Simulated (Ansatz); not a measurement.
Geometry relaxation, with input and output: Zn₇Sn₈O₂₅ (charge +1) (part 5 of 5)

Continued. System: Zn₇Sn₈O₂₅ (defect cell, 40 atoms in the cell, total charge +1). Method: DFT PBE, scalar-relativistic, plane waves, PAW, spin-polarised (Ansatz 0.2.0); cutoff 420 eV, 2×2×2 k-mesh, Gaussian smearing of 0.01 eV, collinear spins. The structure derives from a Materials Project entry. It belongs to a series of runs on one base structure; here: O on a Zn site (c), charge +1, atoms relaxed at the host's cell.

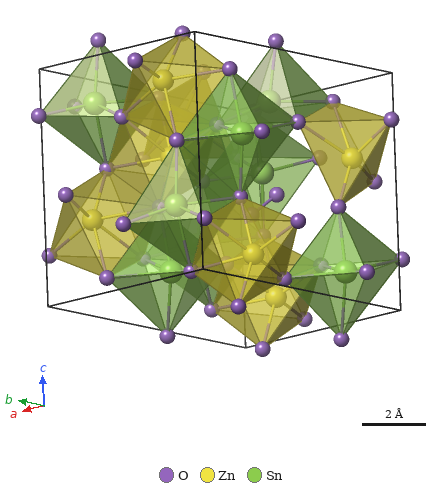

Figure 1. The geometry at step 11 of the log (polyhedral view of the cell of the calculation, seen at an oblique angle; polyhedra are completed across the faces of the cell).

Trajectory as extended XYZ, continued
```
40
Lattice="0.0000 6.2026 4.7594 -5.3716 -3.1013 4.7594 5.3716 -3.1013 4.7594" Properties=species:S:1:pos:R:3:forces:R:3 step=10 energy=-85612.83742
O    -0.0719    0.0750    5.8135   -0.2069   0.0239   0.0181
Zn   -0.0014   -3.1489   10.0792    0.0058   0.0028  -0.0013
Zn   -2.6671    1.5560    9.9780   -0.0020  -0.0035   0.0002
Zn    2.7283    1.6079   10.1879    0.0006  -0.0071  -0.0161
Zn    0.0263    0.0176    9.0785    0.0083   0.0037   0.0011
Zn    0.0132    3.0977    4.2551   -0.0063  -0.0092   0.0050
Zn    2.7564   -1.6201    4.1944    0.0053  -0.0122   0.0049
Zn   -2.6218   -1.6054    4.3509   -0.0141   0.0124  -0.0124
Sn    0.0564   -0.0072    2.2104   -0.0101   0.0237   0.0013
Sn   -0.0096   -3.1265    6.9459    0.0199  -0.0407   0.0186
Sn   -2.6590    1.5397    6.8876   -0.0002   0.0087  -0.0157
Sn    2.7745    1.6780    7.0251    0.0185   0.0062  -0.0044
Sn    0.0935    0.0087   12.1551    0.0018   0.0007  -0.0003
Sn    0.0309    3.1243    7.3617   -0.0288   0.0014  -0.0221
Sn    2.7374   -1.7091    7.4672    0.0180  -0.0103   0.0081
Sn   -2.6664   -1.5462    7.3644   -0.0379   0.0047   0.0110
O    -1.1343   -1.7694    5.9418   -0.0012   0.0223  -0.0079
O     4.2301   -1.5952    5.9747   -0.0071  -0.0106   0.0001
O     1.6967    3.0121    5.9434    0.0088  -0.0100   0.0051
O     1.6650   -0.0132   10.7213   -0.0017  -0.0015   0.0021
O     1.1290    0.0459    5.6847    0.2071  -0.0079  -0.0432
O    -3.4275   -0.0959    5.9184    0.0121  -0.0129  -0.0015
O    -0.7634    1.3875   10.7680   -0.0028   0.0064   0.0017
O    -0.7303    4.5443    5.9481    0.0017   0.0043   0.0065
O    -0.8760    1.9118    5.8578   -0.0127  -0.0021   0.0112
O    -0.8150   -1.3998   10.7614   -0.0008  -0.0033  -0.0007
O    -3.5250   -2.9446    5.9474    0.0111   0.0045   0.0045
O     1.8123   -2.8713    5.9530    0.0026   0.0077   0.0020
O     1.0742    1.5734    8.2370    0.0039   0.0090   0.0033
O    -4.2668    1.5687    8.2955    0.0059  -0.0036  -0.0013
O    -1.6315   -3.0525    8.3846    0.0034   0.0118  -0.0122
O    -1.6055   -0.0959    3.4924   -0.0008  -0.0059   0.0093
O     0.8558   -1.6414    8.2157   -0.0145  -0.0014   0.0091
O     0.8571    1.4938    3.4131    0.0080  -0.0093   0.0037
O     3.6517    2.9099    8.3891   -0.0011   0.0058   0.0114
O    -1.8046    2.9030    8.2812    0.0038  -0.0029  -0.0063
O    -1.8270    0.1253    8.2308    0.0002  -0.0051  -0.0007
O     3.4181    0.0758    8.1527   -0.0025  -0.0012   0.0017
O     0.9310   -1.4805    3.4335    0.0011   0.0046   0.0080
O     0.8218   -4.5064    8.3187    0.0038  -0.0039  -0.0018
40
Lattice="0.0000 6.2026 4.7594 -5.3716 -3.1013 4.7594 5.3716 -3.1013 4.7594" Properties=species:S:1:pos:R:3:forces:R:3 step=11 energy=-85612.83836
O    -0.0739    0.0767    5.8166    0.0061   0.0001  -0.0009
Zn    0.0001   -3.1492   10.0772   -0.0033   0.0005   0.0002
Zn   -2.6678    1.5559    9.9766   -0.0003  -0.0019   0.0037
Zn    2.7281    1.6059   10.1814   -0.0003   0.0020  -0.0053
Zn    0.0276    0.0188    9.0769    0.0052   0.0039  -0.0017
Zn    0.0125    3.0970    4.2557   -0.0032  -0.0052  -0.0002
Zn    2.7562   -1.6221    4.1963   -0.0020   0.0064   0.0006
Zn   -2.6229   -1.6039    4.3507    0.0002  -0.0026  -0.0051
Sn    0.0561   -0.0061    2.2113   -0.0003   0.0017  -0.0008
Sn   -0.0086   -3.1285    6.9462   -0.0014   0.0028   0.0016
Sn   -2.6596    1.5400    6.8864    0.0016  -0.0020  -0.0025
Sn    2.7756    1.6783    7.0244   -0.0117  -0.0034  -0.0001
Sn    0.0935    0.0077   12.1546    0.0005   0.0025   0.0020
Sn    0.0292    3.1250    7.3595   -0.0001   0.0049   0.0042
Sn    2.7375   -1.7099    7.4694   -0.0001  -0.0023   0.0010
Sn   -2.6668   -1.5459    7.3654   -0.0019  -0.0058   0.0040
O    -1.1322   -1.7669    5.9426    0.0029   0.0027   0.0007
O     4.2295   -1.5957    5.9759    0.0046   0.0054   0.0000
O     1.6971    3.0111    5.9433    0.0006   0.0024  -0.0040
O     1.6635   -0.0136   10.7201   -0.0003  -0.0021   0.0013
O     1.1293    0.0485    5.6753    0.0045  -0.0037  -0.0009
O    -3.4258   -0.0979    5.9181   -0.0024   0.0016   0.0023
O    -0.7643    1.3878   10.7683    0.0006  -0.0067   0.0007
O    -0.7307    4.5465    5.9485    0.0003   0.0016   0.0003
O    -0.8789    1.9142    5.8568   -0.0003  -0.0019   0.0031
O    -0.8145   -1.4014   10.7619    0.0015   0.0004   0.0006
O    -3.5239   -2.9443    5.9488    0.0029   0.0046   0.0008
O     1.8139   -2.8719    5.9547   -0.0038   0.0030   0.0025
O     1.0757    1.5767    8.2388   -0.0026  -0.0008  -0.0031
O    -4.2662    1.5678    8.2952   -0.0027  -0.0037  -0.0012
O    -1.6313   -3.0530    8.3832    0.0019  -0.0008   0.0010
O    -1.6043   -0.0950    3.4960    0.0022  -0.0026   0.0024
O     0.8551   -1.6438    8.2188    0.0001   0.0005   0.0030
O     0.8575    1.4926    3.4156    0.0044   0.0061  -0.0032
O     3.6523    2.9098    8.3900    0.0034  -0.0066  -0.0019
O    -1.8054    2.9037    8.2799   -0.0038  -0.0008   0.0022
O    -1.8269    0.1257    8.2313   -0.0014   0.0002  -0.0034
O     3.4158    0.0762    8.1550    0.0044   0.0004  -0.0012
O     0.9313   -1.4809    3.4330   -0.0014   0.0006   0.0008
O     0.8224   -4.5083    8.3191   -0.0029  -0.0005  -0.0022
40
Lattice="0.0000 6.2026 4.7594 -5.3716 -3.1013 4.7594 5.3716 -3.1013 4.7594" Properties=species:S:1:pos:R:3:forces:R:3 step=12 energy=-85612.83836
O    -0.0739    0.0767    5.8166    0.0061  -0.0001  -0.0004
Zn    0.0001   -3.1492   10.0772   -0.0030   0.0004  -0.0003
Zn   -2.6678    1.5559    9.9766   -0.0005  -0.0017   0.0034
Zn    2.7281    1.6059   10.1814   -0.0002   0.0015  -0.0065
Zn    0.0276    0.0188    9.0769    0.0055   0.0042  -0.0020
Zn    0.0125    3.0970    4.2557   -0.0036  -0.0052   0.0002
Zn    2.7562   -1.6221    4.1963   -0.0019   0.0060   0.0010
Zn   -2.6229   -1.6039    4.3507    0.0000  -0.0024  -0.0050
Sn    0.0561   -0.0061    2.2113   -0.0003   0.0015  -0.0009
Sn   -0.0086   -3.1285    6.9462   -0.0014   0.0028   0.0015
Sn   -2.6596    1.5400    6.8864    0.0018  -0.0018  -0.0028
Sn    2.7756    1.6783    7.0244   -0.0116  -0.0033  -0.0001
Sn    0.0935    0.0077   12.1546    0.0005   0.0024   0.0020
Sn    0.0292    3.1250    7.3595   -0.0005   0.0049   0.0037
Sn    2.7375   -1.7099    7.4694   -0.0002  -0.0025   0.0013
Sn   -2.6668   -1.5459    7.3654   -0.0016  -0.0060   0.0037
O    -1.1322   -1.7669    5.9426    0.0030   0.0026   0.0011
O     4.2295   -1.5957    5.9759    0.0046   0.0055  -0.0001
O     1.6971    3.0111    5.9433    0.0006   0.0023  -0.0041
O     1.6635   -0.0136   10.7201   -0.0003  -0.0021   0.0013
O     1.1293    0.0485    5.6753    0.0027  -0.0036  -0.0013
O    -3.4258   -0.0979    5.9181   -0.0024   0.0016   0.0021
O    -0.7643    1.3878   10.7683    0.0007  -0.0067   0.0007
O    -0.7307    4.5465    5.9485    0.0003   0.0017   0.0004
O    -0.8789    1.9142    5.8568   -0.0003  -0.0020   0.0033
O    -0.8145   -1.4014   10.7619    0.0014   0.0004   0.0007
O    -3.5239   -2.9443    5.9488    0.0029   0.0045   0.0007
O     1.8139   -2.8719    5.9547   -0.0039   0.0029   0.0025
O     1.0757    1.5767    8.2388   -0.0026  -0.0009  -0.0032
O    -4.2662    1.5678    8.2952   -0.0027  -0.0036  -0.0012
O    -1.6313   -3.0530    8.3832    0.0019  -0.0008   0.0011
O    -1.6043   -0.0950    3.4960    0.0022  -0.0026   0.0025
O     0.8551   -1.6438    8.2188    0.0001   0.0005   0.0031
O     0.8575    1.4926    3.4156    0.0043   0.0061  -0.0028
O     3.6523    2.9098    8.3900    0.0034  -0.0066  -0.0018
O    -1.8054    2.9037    8.2799   -0.0037  -0.0008   0.0021
O    -1.8269    0.1257    8.2313   -0.0014   0.0003  -0.0034
O     3.4158    0.0762    8.1550    0.0044   0.0005  -0.0011
O     0.9313   -1.4809    3.4330   -0.0014   0.0007   0.0009
O     0.8224   -4.5083    8.3191   -0.0029  -0.0005  -0.0023
```

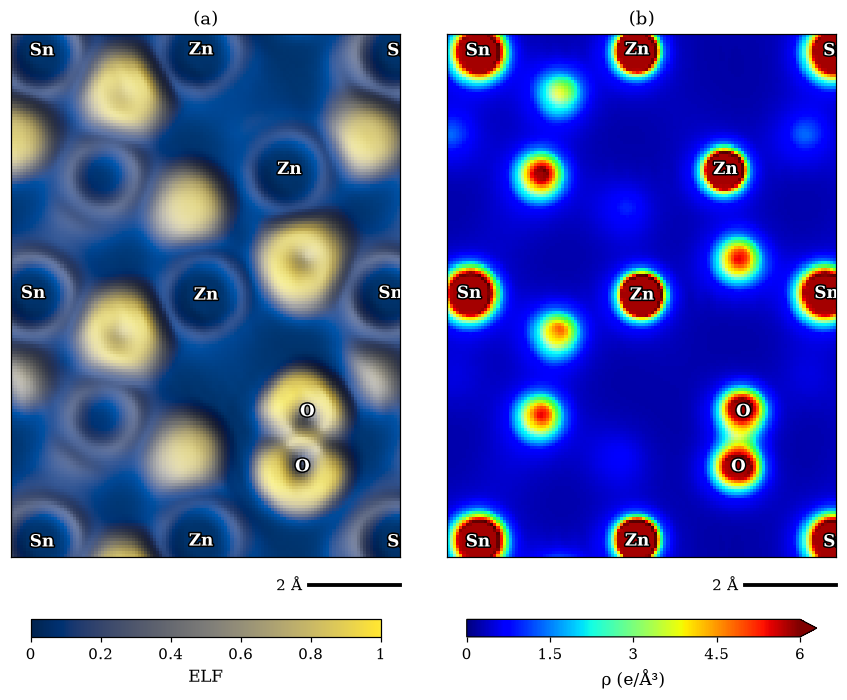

Figure 2. (a) electron localisation function; (b) valence charge density (pseudo) on the (011) plane of the calculation cell. Atoms in the plane: O, Zn and Sn. Away from the nuclei the density in this plane falls to 0.02 e/Å³ at its lowest. Core electrons are frozen (PAW), so the fields are smoothed inside the atomic spheres.

The run was set up as follows.

The input
```yaml
crystal:
  lattice:
    - [0.0, 6.2026101541, 4.7593783794]
    - [-5.3716179633, -3.1013050771, 4.7593783794]
    - [5.3716179633, -3.1013050771, 4.7593783794]
  atoms:
    - { symbol: O, position: [0.4350988277, 0.386084267, 0.4317777766], spin: 0.143 }
    - { symbol: Zn, position: [0.3646593823, 0.8725732065, 0.871711349] }
    - { symbol: Zn, position: [0.8667647199, 0.8670365658, 0.3649353842] }
    - { symbol: Zn, position: [0.8798803368, 0.3714237045, 0.8721891569] }
    - { symbol: Zn, position: [0.6337956923, 0.6293881353, 0.6295919428] }
    - { symbol: Zn, position: [0.630557278, 0.1325797759, 0.134763307] }
    - { symbol: Zn, position: [0.1222202045, 0.1303347823, 0.6332762179] }
    - { symbol: Zn, position: [0.1338872515, 0.6325710247, 0.1474326572] }
    - { symbol: Sn, position: [0.1551375641, 0.1556405245, 0.1569830601] }
    - { symbol: Sn, position: [0.1485904858, 0.655418237, 0.6486258507] }
    - { symbol: Sn, position: [0.6450066949, 0.6468876337, 0.1537924799] }
    - { symbol: Sn, position: [0.6623761084, 0.1490704462, 0.6577804533] }
    - { symbol: Sn, position: [0.8482663276, 0.8440108994, 0.8560167505] }
    - { symbol: Sn, position: [0.8516417017, 0.3451595779, 0.351263461] }
    - { symbol: Sn, position: [0.3423033041, 0.3594072525, 0.8617151739] }
    - { symbol: Sn, position: [0.3453297257, 0.8491435928, 0.3487197633] }
    - { symbol: O, position: [0.2287881053, 0.620493187, 0.4046795218], spin: 0.143 }
    - { symbol: O, position: [0.247825181, 0.1110694402, 0.8943282265] }
    - { symbol: O, position: [0.7450342, 0.0982021938, 0.411282426] }
    - { symbol: O, position: [0.7465271754, 0.597612792, 0.908841964] }
    - { symbol: O, position: [0.4216867904, 0.250916569, 0.5312226801], spin: 0.143 }
    - { symbol: O, position: [0.4022336943, 0.738147735, 0.098778016] }
    - { symbol: O, position: [0.8998994686, 0.7500094133, 0.606204089] }
    - { symbol: O, position: [0.9038746951, 0.2457677806, 0.1017425782] }
    - { symbol: O, position: [0.6075139524, 0.3870458687, 0.2425248782], spin: 0.143 }
    - { symbol: O, position: [0.6005052249, 0.9078128609, 0.7522887689] }
    - { symbol: O, position: [0.0976242024, 0.9088643402, 0.241818982] }
    - { symbol: O, position: [0.1087848187, 0.403060629, 0.7367432979] }
    - { symbol: O, position: [0.7572337513, 0.3949747699, 0.59784621] }
    - { symbol: O, position: [0.7477368744, 0.894303491, 0.0978246964] }
    - { symbol: O, position: [0.2550405137, 0.9041528848, 0.5979961945] }
    - { symbol: O, position: [0.2327703819, 0.4002274567, 0.0919698322], spin: 0.143 }
    - { symbol: O, position: [0.3980368744, 0.5897233618, 0.7444139737] }
    - { symbol: O, position: [0.3976981018, 0.0759006176, 0.234226361], spin: 0.143 }
    - { symbol: O, position: [0.8975479909, 0.0921830436, 0.7645649377] }
    - { symbol: O, position: [0.8900428903, 0.592379999, 0.255105455] }
    - { symbol: O, position: [0.5891011675, 0.7466987504, 0.3976202117] }
    - { symbol: O, position: [0.5838630612, 0.2541591408, 0.8918271152] }
    - { symbol: O, position: [0.087527815, 0.240465907, 0.4034041415], spin: 0.143 }
    - { symbol: O, position: [0.0944543357, 0.7477680993, 0.8984264735] }
  host:
    lattice:
      - [2.6858089816, 1.5506525385, 4.7593783794]
      - [-2.6858089816, 1.5506525385, 4.7593783794]
      - [0.0, -3.1013050771, 4.7593783794]
    atoms:
      - { symbol: Zn, position: [0.3663585562, 0.3663585562, 0.3663585562] }
      - { symbol: Zn, position: [0.6336414438, 0.6336414438, 0.6336414438] }
      - { symbol: Sn, position: [0.1501688642, 0.1501688642, 0.1501688642] }
      - { symbol: Sn, position: [0.8498311358, 0.8498311358, 0.8498311358] }
      - { symbol: O, position: [0.0505505877, 0.4454694456, 0.7597792598] }
      - { symbol: O, position: [0.7597792598, 0.0505505877, 0.4454694456] }
      - { symbol: O, position: [0.4454694456, 0.7597792598, 0.0505505877] }
      - { symbol: O, position: [0.9494494123, 0.5545305544, 0.2402207402] }
      - { symbol: O, position: [0.5545305544, 0.2402207402, 0.9494494123] }
      - { symbol: O, position: [0.2402207402, 0.9494494123, 0.5545305544] }
total_charge: 1
basis:
  ecutwfc: 420
  xc_grid: 2
kpoints:
  mp_grid: { grid: [2, 2, 2], shift: [0.5, 0.5, 0.5] }
hamiltonian:
  xc: pbe
scf:
  occupations: { method: gaussian, width: 0.01 }
output:
  forces: true
  stress: false
  eigenvalues: true
  populations: true
  charged_corrections:
    defect_position: [0.36635856, 0.36635856, 0.36635856]
    epsilon: [[13.6397, 0.0, 0.0], [0.0, 13.6397, 0.0], [0.0, 0.0, 22.4588]]
  write_density: true
  write_potential: true
  elf: true
  volumetric_format: npy
magnetization:
  spin_polarized: true
relax:
  adjacent_minimum: "off"
  f_tol: 0.025
  max_steps: 45
```

Launched with:
```bash
ansatz run input.yaml --threads 4 --pin off --max-ram 10240MiB --backend cpu --events-out ev --progress --plain --runs-dir out
```

Key numbers

| quantity | value |
| --- | --- |
| outcome | converged |
| electrons treated | 345 |
| free energy | −85612.8384 eV |
| Fermi energy | 8.480 eV |
| gap on the k-point mesh | 0.83 eV |
| net moment of the cell | 1.00 μB |
| integrated absolute moment | 1.20 μB |
| final volume | 475.72 Å³ |
| largest force (length of the vector) at the end | 0.012 eV/Å |
| hardware | 4 threads of Oxide Virtual Turin-like (Zen 5), 32 GiB of memory available, shared host |
| wall time | 9 min (CPU time 32 min) |
| peak memory | 2.4 GiB |

Remarks

Warnings of the run: some starting moments were not kept. The cell is charged and computed with a neutralising background, so its energy and pressure depend on the cell and aren't those of a real crystal.
